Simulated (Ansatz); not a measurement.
## What a change does: geometry relaxation on SnO

System: SnO (P4/nmm, 4 atoms in the cell).
Method of run 1: Kohn-Sham DFT of a periodic cell, PBE with D4, Ansatz PAW, no spin polarisation (Ansatz 0.2.0).

The structure derives from a Materials Project entry. Text and figures count atoms from 1; the logs count them from 0 in places.

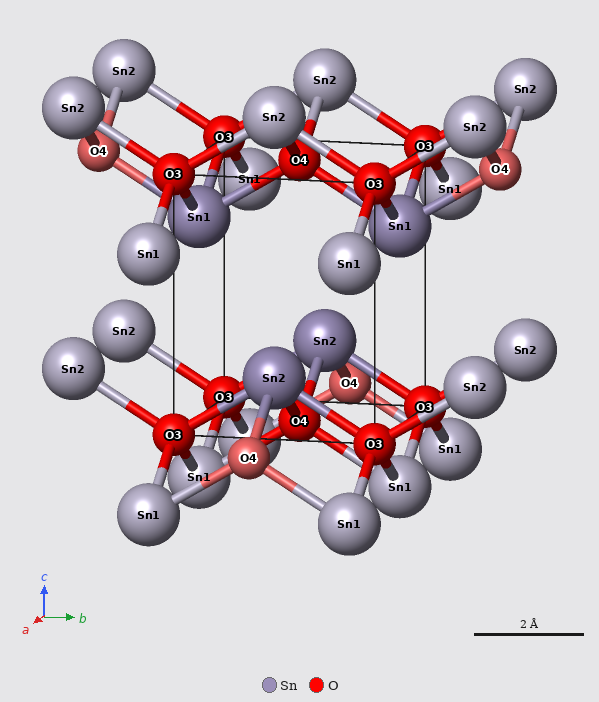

The input geometry (ball-and-stick view of the cell of the calculation, seen slightly off an axis; neighbours outside the cell are drawn fainter; atoms are numbered from 1 in the order of the input). An atom can appear more than once, as a periodic image. Near neighbours in the periodic cell (some may lie outside the picture): Sn has 4 O at 2.23 Å; O has 4 Sn at 2.23 Å.

Input, run 1:
```yaml
crystal:
  lattice:
    - [3.81369522, 0.0, 0.0]
    - [0.0, 3.81369522, 0.0]
    - [0.0, 0.0, 4.8869133]
  atoms:
    - { symbol: Sn, position: [0.5, 0.0, 0.76462614] }
    - { symbol: Sn, position: [0.0, 0.5, 0.23537386] }
    - { symbol: O, position: [0.0, 0.0, 0.0] }
    - { symbol: O, position: [0.5, 0.5, 0.0] }
hamiltonian:
  xc: pbe
  pseudopotentials: { kind: paw }
  dispersion: d4
kpoints:
  mp_grid: { grid: [7, 7, 6] }
scf:
  occupations: { method: fermi_dirac, width: 0.05 }
output:
  forces: true
  stress: true
relax:
  f_tol: 0.01
  max_steps: 40
  cell: { stress_tol: 0.05 }
```

Launched with:
```bash
ansatz run input.yaml --threads 2 --pin off --max-ram 5632MiB --backend cpu --events-out ev --progress --plain --runs-dir out
```

Hardware: 2 threads of Intel Xeon (Sapphire Rapids), 16 GiB of memory available, shared host.

Output, shortened to warnings, some set-up lines, iterations and results (run 1):
```
Basis set: ecut = 420 eV, 1409 PW (Γ), exchange–correlation on 54×54×72 points (8 copies of the dense FFT grid, shifted against one another)
Symmetry: 16 space group operations
k-points: 40 of 294
Initial density: superposition of atomic densities (neutral atoms: chi_scale 0, normalization atom), corrected by the library's trained network
[...]
SCF iter   1: F=—  HF=-13184.446942 eV  |F-HF|=—  |Δ(HF+E_count)|=         —  Δρ=1.44e-3  dr2=1.09e-3  ethr=1.77e-3  ⟨swp⟩=6.0  Hψ=4409  notcnv=0
SCF iter   2: F=—  HF=-13184.446633 eV  |F-HF|=—  |Δ(HF+E_count)|=   3.09e-4  Δρ=8.84e-4  dr2=3.49e-4  ethr=2.73e-6  ⟨swp⟩=2.1  Hψ=2125  notcnv=0
SCF iter   3: F=—  HF=-13184.446994 eV  |F-HF|=—  |Δ(HF+E_count)|=   3.61e-4  Δρ=2.79e-4  dr2=4.12e-5  ethr=8.73e-7  ⟨swp⟩=2.0  Hψ=1760  notcnv=0
SCF iter   4: F=—  HF=-13184.447002 eV  |F-HF|=—  |Δ(HF+E_count)|=   7.59e-6  Δρ=9.60e-5  dr2=6.09e-6  ethr=1.03e-7  ⟨swp⟩=3.0  Hψ=1838  notcnv=0
SCF iter   5: F=—  HF=-13184.447006 eV  |F-HF|=—  |Δ(HF+E_count)|=   4.00e-6  Δρ=1.17e-4  dr2=8.68e-6  ethr=1.52e-8  ⟨swp⟩=2.1  Hψ=1766  notcnv=0
[... 52 lines ...]
SCF iter   4: F=—  HF=-13184.463636 eV  |F-HF|=—  |Δ(HF+E_count)|=   1.86e-8  Δρ=8.63e-7  dr2=7.37e-10  ethr=1.84e-11  ⟨swp⟩=2.0  Hψ=1360  notcnv=0
SCF iter   5: F=—  HF=-13184.463636 eV  |F-HF|=—  |Δ(HF+E_count)|=  5.89e-10  Δρ=3.14e-7  dr2=6.68e-11  ethr=1.84e-12  ⟨swp⟩=2.0  Hψ=1276  notcnv=0
SCF iter   6: F=-13184.463636 eV  HF=-13184.463636 eV  |F-HF|=5.46e-12  |Δ(HF+E_count)|=  4.73e-11  Δρ=1.46e-7  dr2=1.51e-11  ethr=1.00e-12  ⟨swp⟩=5.1  Hψ=3360  notcnv=0
SCF 8 converged in 6 iterations: F = -13184.463636 eV  dr2 = 1.51e-11
relax step   8: F+E_penalty+E_count = -13184.46363577 eV  Δ(F+E_penalty+E_count) = +5.114e-4 eV  max|allowed force component| = 2.691e-3 eV/Å  Δτ_max = 0.0000 Å  P = -0.029 …
basis re-selected at this cell: Δ(F+E_penalty+E_count) = +5.114e-4 eV, ΔP = -0.007 GPa vs the last step (what re-selecting the basis moved, of the pressure what is left beyond the Pulay correction that the steps carried, after the strain that the cell walked since its last selection, with what the …
SCF converged after 6 iterations
Free energy (F): -13184.463636 eV
Harris-Foulkes:  -13184.463636 eV  (|F-HF|=5.46e-12)
Internal energy: -13184.462607 eV  (E = F + TS)
E sigma→0 (E₀):  -13184.463122 eV
Entropy (-TS):   -0.001029 eV (-0.257 meV/atom)
Fermi energy:    10.072205 eV
--- Per-component energies (eV) ---
  E_band       = -181.429325
  E_kinetic    = 723.548500
  E_local      = -2595.379410  (includes V_loc(G=0)·N_el)
  E_nonlocal   = 32.061344
  E_hartree    = 1410.415777
  E_xc         = -912.908833
  E_vxc        = -380.567923  (∫ρ·V_xc dr)
  E_paw        = -8588.950319  (= ΣΔE_a)
  E_vpaw       = -781.928099  (= ΣTr[D̂ρ^β])
  E_aug_tail   = 0.004788  (compensation charges beyond the density's cutoff)
  E_ewald      = -3252.156823
  E_disp       = -1.097630  (pairwise vdW)
  E_smearing   = -0.001029  (= −TS)
  E_closure    = 0.000000  (closes the sum)
  Σ components = -13184.463636   (vs F -13184.463636, Δ=0.00e0)
--- Forces (eV/Å), atoms counted from 1 ---
  atom   1  Sn     0.00000000     0.00000000     0.00269057
  atom   2  Sn     0.00000000     0.00000000    -0.00269057
  atom   3  O      0.00000000     0.00000000     0.00000000
  atom   4  O      0.00000000     0.00000000    -0.00000000
  max |Σ_I F_I| component: 1.67e-16 eV/Å
--- Stress (GPa, compression-positive) ---
       -0.022385       0.000000       0.000000
        0.000000      -0.022385       0.000000
        0.000000       0.000000      -0.041403
  P = ⅓ Tr σ = -0.0287 GPa (-0.287 kbar)
--- Relaxed structure (6 steps of the walk, 6 accepted, 2 SCFs on fresh bases) ---
  F+E_penalty+E_count = -13184.46363577 eV   max|allowed force component| = 2.691e-3 eV/Å   (the final SCF, on the basis selected at the relaxed cell)
  cell:  # Å, volume = 69.7739 Å³
    - [3.8360116417477443, 1.3298588010143745e-34, 0.0]
    - [1.3298588010143745e-34, 3.8360116417477443, 0.0]
    - [0.0, 0.0, 4.741687415868097]
  atoms:
    - { symbol: Sn, position: [0.5, 0.0, 0.7557601508417704] }
[...]
```

For run 2 the input was changed thus:
```diff
-  dispersion: d4
+  dispersion: d3bj
```

How does run 2 compare with run 1?

The total energies belong to different models, so their difference says nothing on which is more stable or more accurate. The volume per atom goes from 17.44 to 17.54 Å³. The number of SCF iterations is the same.

Output, shortened to warnings, some set-up lines, iterations and results (run 2):
```
Basis set: ecut = 420 eV, 1409 PW (Γ), exchange–correlation on 54×54×72 points (8 copies of the dense FFT grid, shifted against one another)
Symmetry: 16 space group operations
k-points: 40 of 294
Initial density: superposition of atomic densities (neutral atoms: chi_scale 0, normalization atom), corrected by the library's trained network
[...]
SCF iter   1: F=—  HF=-13184.294990 eV  |F-HF|=—  |Δ(HF+E_count)|=         —  Δρ=1.44e-3  dr2=1.09e-3  ethr=1.77e-3  ⟨swp⟩=6.0  Hψ=4409  notcnv=0
SCF iter   2: F=—  HF=-13184.294681 eV  |F-HF|=—  |Δ(HF+E_count)|=   3.09e-4  Δρ=8.84e-4  dr2=3.49e-4  ethr=2.73e-6  ⟨swp⟩=2.1  Hψ=2125  notcnv=0
SCF iter   3: F=—  HF=-13184.295042 eV  |F-HF|=—  |Δ(HF+E_count)|=   3.61e-4  Δρ=2.79e-4  dr2=4.12e-5  ethr=8.73e-7  ⟨swp⟩=2.0  Hψ=1760  notcnv=0
SCF iter   4: F=—  HF=-13184.295050 eV  |F-HF|=—  |Δ(HF+E_count)|=   7.59e-6  Δρ=9.60e-5  dr2=6.09e-6  ethr=1.03e-7  ⟨swp⟩=3.0  Hψ=1838  notcnv=0
SCF iter   5: F=—  HF=-13184.295054 eV  |F-HF|=—  |Δ(HF+E_count)|=   4.00e-6  Δρ=1.17e-4  dr2=8.68e-6  ethr=1.52e-8  ⟨swp⟩=2.1  Hψ=1766  notcnv=0
[... 52 lines ...]
SCF iter   4: F=—  HF=-13184.309826 eV  |F-HF|=—  |Δ(HF+E_count)|=   1.30e-8  Δρ=8.04e-7  dr2=6.28e-10  ethr=1.27e-11  ⟨swp⟩=2.0  Hψ=1360  notcnv=0
SCF iter   5: F=—  HF=-13184.309826 eV  |F-HF|=—  |Δ(HF+E_count)|=  3.80e-10  Δρ=2.77e-7  dr2=5.33e-11  ethr=1.57e-12  ⟨swp⟩=2.0  Hψ=1271  notcnv=0
SCF iter   6: F=-13184.309826 eV  HF=-13184.309826 eV  |F-HF|=9.09e-12  |Δ(HF+E_count)|=  5.09e-11  Δρ=1.42e-7  dr2=1.39e-11  ethr=1.00e-12  ⟨swp⟩=5.0  Hψ=3344  notcnv=0
SCF 8 converged in 6 iterations: F = -13184.309826 eV  dr2 = 1.39e-11
relax step   8: F+E_penalty+E_count = -13184.30982565 eV  Δ(F+E_penalty+E_count) = +4.733e-4 eV  max|allowed force component| = 3.683e-4 eV/Å  Δτ_max = 0.0000 Å  P = -0.012 …
basis re-selected at this cell: Δ(F+E_penalty+E_count) = +4.733e-4 eV, ΔP = -0.006 GPa vs the last step (what re-selecting the basis moved, of the pressure what is left beyond the Pulay correction that the steps carried, after the strain that the cell walked since its last selection, with what the …
SCF converged after 6 iterations
Free energy (F): -13184.309826 eV
Harris-Foulkes:  -13184.309826 eV  (|F-HF|=9.09e-12)
Internal energy: -13184.308994 eV  (E = F + TS)
E sigma→0 (E₀):  -13184.309410 eV
Entropy (-TS):   -0.000832 eV (-0.208 meV/atom)
Fermi energy:    10.007031 eV
--- Per-component energies (eV) ---
  E_band       = -184.282164
  E_kinetic    = 723.429961
  E_local      = -2615.066244  (includes V_loc(G=0)·N_el)
  E_nonlocal   = 32.041603
  E_hartree    = 1418.829150
  E_xc         = -912.877009
  E_vxc        = -380.515874  (∫ρ·V_xc dr)
  E_paw        = -8588.888594  (= ΣΔE_a)
  E_vpaw       = -781.834622  (= ΣTr[D̂ρ^β])
  E_aug_tail   = 0.004788  (compensation charges beyond the density's cutoff)
  E_ewald      = -3240.844291
  E_disp       = -0.938358  (pairwise vdW)
  E_smearing   = -0.000832  (= −TS)
  E_closure    = 0.000000  (closes the sum)
  Σ components = -13184.309826   (vs F -13184.309826, Δ=0.00e0)
--- Forces (eV/Å), atoms counted from 1 ---
  atom   1  Sn     0.00000000     0.00000000    -0.00036827
  atom   2  Sn     0.00000000     0.00000000     0.00036827
  atom   3  O      0.00000000     0.00000000     0.00000000
  atom   4  O      0.00000000     0.00000000     0.00000000
  max |Σ_I F_I| component: 0.00e0 eV/Å
--- Stress (GPa, compression-positive) ---
       -0.003926       0.000000       0.000000
        0.000000      -0.003926       0.000000
        0.000000       0.000000      -0.028595
  P = ⅓ Tr σ = -0.0121 GPa (-0.121 kbar)
--- Relaxed structure (6 steps of the walk, 6 accepted, 2 SCFs on fresh bases) ---
  F+E_penalty+E_count = -13184.30982565 eV   max|allowed force component| = 3.683e-4 eV/Å   (the final SCF, on the basis selected at the relaxed cell)
  cell:  # Å, volume = 70.1591 Å³
    - [3.8376362747024895, -7.75750967258385e-35, 0.0]
    - [9.973941007607808e-35, 3.8376362747024895, 0.0]
    - [0.0, 0.0, 4.763831781417958]
  atoms:
    - { symbol: Sn, position: [0.5, 2.959005666922138e-37, 0.7568718637071141] }
[...]
```

The two runs side by side:

| quantity | run 1 | run 2 |
| --- | --- | --- |
| outcome | converged | converged |
| free energy per atom (eV) | −3296.1159 | −3296.0775 |
| pressure (GPa) | −0.03 | −0.01 |
| volume per atom (Å³) | 17.44 | 17.54 |
| largest force (eV/Å) | 0.003 | 0.000 |
| SCF iterations | 46 | 46 |
| irreducible k-points | 40 | 40 |
| wall time (shared host) | 13 s | 13 s |
